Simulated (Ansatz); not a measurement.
## Ni: a changed input and its effect

System: Ni (P6₃/mmc, 4 atoms in the cell).
Method of run 1: DFT, RPBE, plane waves (420 eV) with PAW, scalar-relativistic, spin-polarised (Ansatz 0.2.0).

Text and figures count atoms from 1; the logs count them from 0 in places.

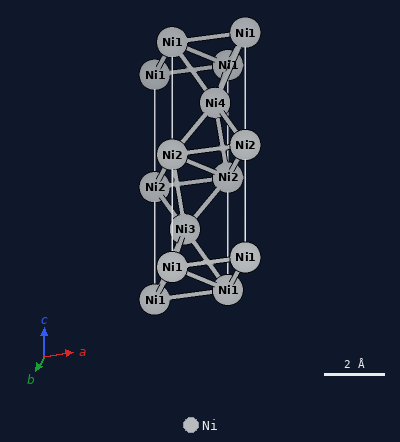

The structure as given in the input (ball-and-stick view of the cell of the calculation, seen at an oblique angle; atoms are numbered from 1 in the order of the input). Near neighbours in the crystal (not all of them lie inside the picture): Ni has 12 Ni at 2.58 Å.

### Input, run 1
```yaml
crystal:
  lattice:
    - [2.5779212992, 0.0, 0.0]
    - [-1.2889606496, 2.232545334, 0.0]
    - [0.0, 0.0, 8.4370345606]
  atoms:
    - { symbol: Ni, position: [0.0, 1.0, 1.0], spin: 0.702 }
    - { symbol: Ni, position: [0.0, 1.0, 0.5], spin: 0.702 }
    - { symbol: Ni, position: [0.3333333333, 0.6666666667, 0.25], spin: 0.71 }
    - { symbol: Ni, position: [0.6666666667, 0.3333333333, 0.75], spin: 0.71 }
hamiltonian:
  xc: rpbe
  pseudopotentials:
    kind: paw
    azcp:
      Ni: "pseudopotentials/Ni.paw.azcp"
basis:
  ecutwfc: 420
  fft_grid_basis: typed
kpoints:
  mp_grid: { grid: [16, 16, 5], shift: [0, 0, 0] }
magnetization:
  spin_polarized: true
scf:
  occupations: { method: fermi_dirac, width: 0.05 }
  lower_state_search: "off"
output:
  stress: true
  write_density: true
  write_potential: true
  elf: true
  volumetric_format: npy
```

Hardware: 2 threads of an Arm (aarch64) CPU, shared host.

### Output, shortened to warnings, some set-up lines, iterations and results (run 1)
```
Basis set: ecut = 420 eV, 959 PW (Γ)
Symmetry: 24 space group operations
k-points: 90 of 1280
Initial density: superposition of atomic densities (chi_scale 0.1, normalization cell)
[...]
SCF iter   1: F=—  HF=-23378.832352 eV  |F-HF|=—  |Δ(HF+E_count)|=         —  Δρ=3.99e-2 (↑3.99e-2 ↓3.09e-2)  dr2=1.24e0  dr2_m=2.84e-2  M=2.430 μB ∫|m|=2.563 μB  β_m=0.30  …
SCF iter   2: F=—  HF=-23378.760398 eV  |F-HF|=—  |Δ(HF+E_count)|=   7.20e-2  Δρ=1.67e-2 (↑1.67e-2 ↓9.89e-3)  dr2=1.03e-1  dr2_m=3.88e-2  M=2.523 μB ∫|m|=2.704 μB  β_m=0.30  …
SCF iter   3: F=—  HF=-23378.774130 eV  |F-HF|=—  |Δ(HF+E_count)|=   1.37e-2  Δρ=1.86e-2 (↑1.47e-2 ↓1.86e-2)  dr2=2.66e-1  dr2_m=4.70e-2  M=2.534 μB ∫|m|=2.762 μB  β_m=0.30  …
SCF iter   4: F=—  HF=-23378.775596 eV  |F-HF|=—  |Δ(HF+E_count)|=   1.47e-3  Δρ=1.23e-2 (↑1.23e-2 ↓6.32e-3)  dr2=3.92e-2  dr2_m=2.58e-2  M=2.552 μB ∫|m|=2.818 μB  β_m=1.00  …
SCF iter   5: F=—  HF=-23378.753492 eV  |F-HF|=—  |Δ(HF+E_count)|=   2.21e-2  Δρ=7.68e-3 (↑2.29e-3 ↓7.68e-3)  dr2=1.60e-2  dr2_m=6.33e-3  M=2.576 μB ∫|m|=2.937 μB  β_m=1.00  …
[... 8 lines ...]
SCF iter  14: F=—  HF=-23378.786170 eV  |F-HF|=—  |Δ(HF+E_count)|=   2.75e-6  Δρ=9.31e-5 (↑5.28e-5 ↓9.31e-5)  dr2=5.96e-6  dr2_m=9.15e-7  M=2.760 μB ∫|m|=3.223 μB  β_m=0.58  …
SCF iter  15: F=—  HF=-23378.786172 eV  |F-HF|=—  |Δ(HF+E_count)|=   1.42e-6  Δρ=6.18e-5 (↑1.37e-5 ↓6.18e-5)  dr2=1.54e-6  dr2_m=3.08e-7  M=2.762 μB ∫|m|=3.225 μB  β_m=0.79  …
SCF iter  16: F=-23378.786172 eV  HF=-23378.786172 eV  |F-HF|=2.58e-8  |Δ(HF+E_count)|=   4.59e-7  Δρ=1.47e-5 (↑1.21e-5 ↓1.47e-5)  dr2=6.55e-8  dr2_m=5.44e-8  M=2.762 μB …
SCF iter  17: F=-23378.786172 eV  HF=-23378.786172 eV  |F-HF|=3.97e-9  |Δ(HF+E_count)|=   4.18e-8  Δρ=5.34e-6 (↑2.91e-6 ↓5.34e-6)  dr2=1.32e-8  dr2_m=1.42e-9  M=2.762 μB …
SCF 1 converged in 17 iterations: F = -23378.786172 eV  dr2 = 1.32e-8
SCF converged after 17 iterations
Magnetization: 2.7616 μB (37.3808 up, 34.6192 down)
Absolute magnetization: 3.2284 μB (∫|ρ↑−ρ↓|, with the PAW one-centre terms)
Spin contamination: 0.0438 ħ² per cell (⟨S²⟩ above its minimum at these occupations)
Per-site moments (μB) at R_I (Å): [(0.7344126851283207, 1.0633925359047138), (0.7344126851283208, 1.0633925359047138), (0.7421731700596882, 1.0633925359047138), (0.7421731700596882, 1.0633925359047138)]
Free energy (F): -23378.786172 eV
Harris-Foulkes:  -23378.786172 eV  (|F-HF|=3.97e-9)
Internal energy: -23378.717578 eV  (E = F + TS)
E sigma→0 (E₀):  -23378.751875 eV
Entropy (-TS):   -0.068594 eV (-17.149 meV/atom)
Fermi energy:    15.989186 eV
--- Per-component energies (eV) ---
  E_band       = -1283.999711
  E_kinetic    = 1119.583491
  E_local      = -14467.952048  (includes V_loc(G=0)·N_el)
  E_nonlocal   = 2547.524118
  E_hartree    = 6028.255571
  E_xc         = -334.922927
  E_vxc        = -430.983628  (∫ρ·V_xc dr)
  E_paw        = -6544.815474  (= ΣΔE_a)
  E_vpaw       = -2108.669030  (= ΣTr[D̂ρ^β])
  E_aug_tail   = 0.002077  (compensation charges beyond the density's cutoff)
  E_ewald      = -11726.215005
  E_core_change = -0.177381  (= ΣΔE_core)
  E_smearing   = -0.068594  (= −TS)
  E_closure    = 0.000000  (closes the sum)
  Σ components = -23378.786172   (vs F -23378.786172, Δ=0.00e0)
--- Stress (GPa, compression-positive) ---
      -11.395579      -0.000000      -0.000000
        0.000000     -11.395579       0.000000
       -0.000000       0.000000     -11.364225
  P = ⅓ Tr σ = -11.3851 GPa (-113.851 kbar)
```

The input of run 2 differs as follows (lines with − go, lines with + come):
```diff
-    - [2.5779212992, 0.0, 0.0]
-    - [-1.2889606496, 2.232545334, 0.0]
-    - [0.0, 0.0, 8.4370345606]
+    - [2.4437550864, 0.0, 0.0]
+    - [-1.2218775432, 2.1163539855, 0.0]
+    - [0.0, 0.0, 7.9979346649]
```

How does run 2 compare with run 1?

With the same functional and potentials, run 2 lies 10.3 meV per atom higher. The net moment of the cell goes from 2.76 to 2.43 μB. The pressure goes from −11.39 to 17.85 GPa. The volume per atom goes from 12.14 to 10.34 Å³. The number of SCF iterations is the same. The plane waves at Γ go from 959 to 777.

### Output, shortened to warnings, some set-up lines, iterations and results (run 2)
```
Basis set: ecut = 420 eV, 777 PW (Γ)
Symmetry: 24 space group operations
k-points: 90 of 1280
Initial density: superposition of atomic densities (chi_scale 0.1, normalization cell)
[...]
SCF iter   1: F=—  HF=-23378.668962 eV  |F-HF|=—  |Δ(HF+E_count)|=         —  Δρ=2.11e-2 (↑2.11e-2 ↓1.67e-2)  dr2=1.80e-1  dr2_m=2.74e-2  M=2.387 μB ∫|m|=2.497 μB  β_m=0.30  …
SCF iter   2: F=—  HF=-23378.697628 eV  |F-HF|=—  |Δ(HF+E_count)|=   2.87e-2  Δρ=1.32e-2 (↑1.32e-2 ↓1.06e-2)  dr2=5.17e-2  dr2_m=1.99e-2  M=2.392 μB ∫|m|=2.548 μB  β_m=0.30  …
SCF iter   3: F=—  HF=-23378.722241 eV  |F-HF|=—  |Δ(HF+E_count)|=   2.46e-2  Δρ=1.53e-2 (↑1.04e-2 ↓1.53e-2)  dr2=1.41e-1  dr2_m=2.15e-2  M=2.387 μB ∫|m|=2.581 μB  β_m=0.30  …
SCF iter   4: F=—  HF=-23378.729709 eV  |F-HF|=—  |Δ(HF+E_count)|=   7.47e-3  Δρ=7.58e-3 (↑7.58e-3 ↓5.29e-3)  dr2=1.12e-2  dr2_m=1.04e-2  M=2.388 μB ∫|m|=2.614 μB  β_m=0.30  …
SCF iter   5: F=—  HF=-23378.732768 eV  |F-HF|=—  |Δ(HF+E_count)|=   3.06e-3  Δρ=4.70e-3 (↑4.70e-3 ↓4.59e-3)  dr2=1.30e-3  dr2_m=7.68e-3  M=2.389 μB ∫|m|=2.641 μB  β_m=0.30  …
[... 8 lines ...]
SCF iter  14: F=—  HF=-23378.745032 eV  |F-HF|=—  |Δ(HF+E_count)|=   4.25e-6  Δρ=6.41e-5 (↑6.41e-5 ↓4.85e-5)  dr2=2.71e-6  dr2_m=1.52e-7  M=2.427 μB ∫|m|=2.798 μB  β_m=0.59  …
SCF iter  15: F=—  HF=-23378.745032 eV  |F-HF|=—  |Δ(HF+E_count)|=   5.16e-7  Δρ=2.82e-5 (↑2.82e-5 ↓1.78e-5)  dr2=4.65e-7  dr2_m=4.35e-8  M=2.427 μB ∫|m|=2.799 μB  β_m=0.74  …
SCF iter  16: F=-23378.745032 eV  HF=-23378.745032 eV  |F-HF|=2.05e-8  |Δ(HF+E_count)|=   4.74e-9  Δρ=1.38e-5 (↑4.83e-6 ↓1.38e-5)  dr2=6.84e-8  dr2_m=9.67e-9  M=2.428 μB …
SCF iter  17: F=-23378.745032 eV  HF=-23378.745032 eV  |F-HF|=1.16e-8  |Δ(HF+E_count)|=   2.37e-8  Δρ=5.64e-6 (↑2.60e-6 ↓5.64e-6)  dr2=1.34e-8  dr2_m=1.31e-9  M=2.428 μB …
SCF 1 converged in 17 iterations: F = -23378.745032 eV  dr2 = 1.34e-8
SCF converged after 17 iterations
an eigenvalue changed by more than its tolerance at an iteration that met the thresholds in force, so the SCF went on 1 time: the last check found none over its tolerance
Magnetization: 2.4276 μB (37.2138 up, 34.7862 down)
Absolute magnetization: 2.8026 μB (∫|ρ↑−ρ↓|, with the PAW one-centre terms)
Spin contamination: 0.0276 ħ² per cell (⟨S²⟩ above its minimum at these occupations)
Per-site moments (μB) at R_I (Å): [(0.6389615918439743, 1.0080489731519469), (0.6389615918439746, 1.0080489731519469), (0.6541434194730261, 1.0080489731519469), (0.6541434194730262, 1.0080489731519469)]
Free energy (F): -23378.745032 eV
Harris-Foulkes:  -23378.745032 eV  (|F-HF|=1.16e-8)
Internal energy: -23378.688727 eV  (E = F + TS)
E sigma→0 (E₀):  -23378.716879 eV
Entropy (-TS):   -0.056305 eV (-14.076 meV/atom)
Fermi energy:    19.530818 eV
--- Per-component energies (eV) ---
  E_band       = -1051.889676
  E_kinetic    = 1131.867077
  E_local      = -13414.187494  (includes V_loc(G=0)·N_el)
  E_nonlocal   = 2540.010978
  E_hartree    = 5613.065216
  E_xc         = -341.285921
  E_vxc        = -439.787142  (∫ρ·V_xc dr)
  E_paw        = -6537.979677  (= ΣΔE_a)
  E_vpaw       = -2095.940314  (= ΣTr[D̂ρ^β])
  E_aug_tail   = 0.002158  (compensation charges beyond the density's cutoff)
  E_ewald      = -12370.003683
  E_core_change = -0.177381  (= ΣΔE_core)
  E_smearing   = -0.056305  (= −TS)
  E_closure    = 0.000000  (closes the sum)
  Σ components = -23378.745032   (vs F -23378.745032, Δ=0.00e0)
--- Stress (GPa, compression-positive) ---
       17.618816       0.000000      -0.000000
        0.000000      17.618816       0.000000
       -0.000000       0.000000      18.303230
  P = ⅓ Tr σ = 17.8470 GPa (178.470 kbar)
```

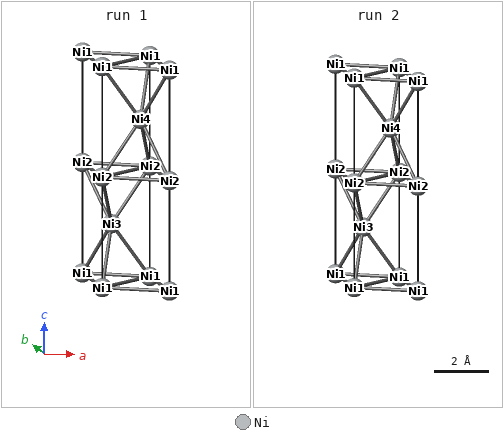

The two input geometries at one scale (ball-and-stick view of the cell of the calculation, seen slightly off an axis). The atoms keep their places relative to the cell (all moves are under 0.005 Å). The volume changes by −14.8 %, with a = b 2.578 → 2.444 Å (−5.2 %), c 8.437 → 7.998 Å (−5.2 %). Among the contacts that change: Ni1–Ni3 2.582 → 2.447 Å, Ni1–Ni1 2.578 → 2.444 Å.

### The two runs side by side

| quantity | run 1 | run 2 |
| --- | --- | --- |
| outcome | converged | converged |
| free energy per atom (eV) | −5844.6965 | −5844.6863 |
| energy per atom, smearing taken to zero (eV) | −5844.6880 | −5844.6792 |
| net moment of the cell (μB) | 2.76 | 2.43 |
| absolute moment of the cell (μB) | 3.23 | 2.80 |
| pressure (GPa) | −11.39 | 17.85 |
| volume per atom (Å³) | 12.14 | 10.34 |
| SCF iterations | 17 | 17 |
| irreducible k-points | 90 | 90 |
| plane waves at Γ | 959 | 777 |
| wall time (shared host) | 21 s | 20 s |

For run 1: The cell is under a tension of 11.4 GPa at this level, so it is not at its equilibrium volume. For run 2: The cell is under a pressure of 17.8 GPa at this level, so it is not at its equilibrium volume.
